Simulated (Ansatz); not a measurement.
```
Zn S
1.0
     3.80905    0.00000    0.00000
    -1.90453    3.29874    0.00000
     0.00000    0.00000   43.57653
Zn S
14 14
Direct
  0.00000 0.00000 0.14286
  0.66667 0.33333 0.78577
  0.66667 0.33333 0.07146
  0.00000 0.00000 0.57139
  0.33333 0.66667 0.21423
  0.00000 0.00000 0.71434
  0.66667 0.33333 0.64287
  0.33333 0.66667 0.35718
  0.33333 0.66667 0.00004
  0.00000 0.00000 0.42846
  0.00000 0.00000 0.92852
  0.66667 0.33333 0.28570
  0.66667 0.33333 0.49989
  0.33333 0.66667 0.85709
  0.00000 0.00000 0.98220
  0.00000 0.00000 0.19645
  0.66667 0.33333 0.33938
  0.66667 0.33333 0.69648
  0.00000 0.00000 0.76797
  0.33333 0.66667 0.91065
  0.33333 0.66667 0.26780
  0.66667 0.33333 0.55352
  0.33333 0.66667 0.41072
  0.33333 0.66667 0.05362
  0.00000 0.00000 0.48201
  0.00000 0.00000 0.62500
  0.66667 0.33333 0.83932
  0.66667 0.33333 0.12505
```

Space group P3m1; a structure from a database of computed crystals, not necessarily the ambient phase.

All numbers below come from DFT, r2SCAN, plane-wave PAW, default files, scalar-relativistic in Ansatz 0.2.0.

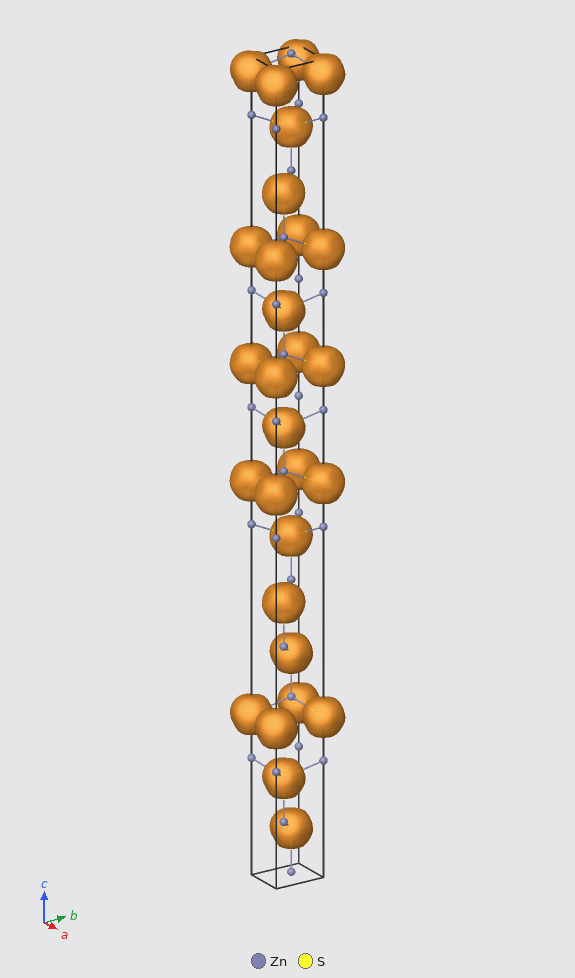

ZnS. Isosurface of the electron localisation function at 0.75 (orange), seen slightly off an axis. Core shells and regions of very low density are left out. Sticks mark near contacts.

Core electrons are frozen (PAW), and the valence fields are smoothed inside the atomic spheres.

> What do the ELF domains correspond to?

At this value the surface marks out 14 regions wrapped around S (the valence shell of each), counted in one cell of 28 atoms. Regions shared between cells count once. Profiles from the grid: Zn–S (2.33 Å): the ELF peaks at about 0.90 in the valence shell of S, 0.8 Å from its nucleus, and is about 0.60 at the midpoint.

> Does the calculation give a band gap?

It is gapped, with a Kohn–Sham gap of 2.7 eV on the k-point mesh, an upper bound to the gap of this method.
